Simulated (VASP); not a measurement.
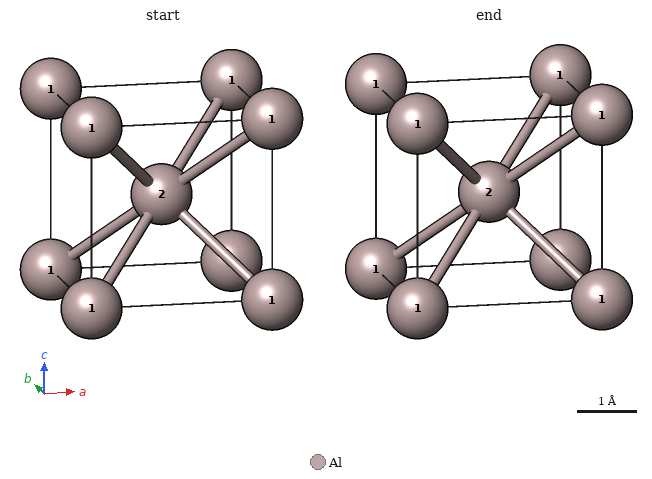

The structure of crystalline Al (set up in Im-3m) before (left) and after (right) a relaxation, at one scale.

A ball-and-stick model of the cell of the calculation, seen slightly off an axis.

The run lets cell and atoms move.

The calculation used VASP 6.6.1, Kohn-Sham DFT of a periodic cell, revPBE with D2, VASP PAW PBE potentials, recommended.

Input
```
SYSTEM = Al
PREC = Accurate ; ENCUT = 600
EDIFF = 1E-6 ; ISMEAR = -1
SIGMA = 0.1 ; LREAL = .False.
LASPH = .True. ; NELM = 60
ALGO = Normal ; ISIF = 3
LWAVE = .False. ; LCHARG = .False.
GGA = RE ; IVDW = 1
IBRION = 2 ; NSW = 60
EDIFFG = -0.01
```

Run as
```bash
ase convert -i cif -o vasp Al.cif POSCAR
cat potpaw_PBE.64/Al/POTCAR > POTCAR
mpirun -np 1 vasp_std > vasp.out
```

**Describe what moved and what it gained.**

Over 1 geometry step the energy falls by 27.0 meV per cell of the calculation. All forces vanish by symmetry, so only the cell relaxes. Pressure: 4.36 GPa at the start and −0.02 GPa at the end. The atoms keep their places relative to the cell (all moves are under 0.005 Å). Cell: a = b = c 3.182 → 3.250 Å (+2.1 %). Volume +6.5 %. Among the contacts that change: Al1–Al2 2.756 → 2.814 Å. The space group stays Im-3m (No. 229).
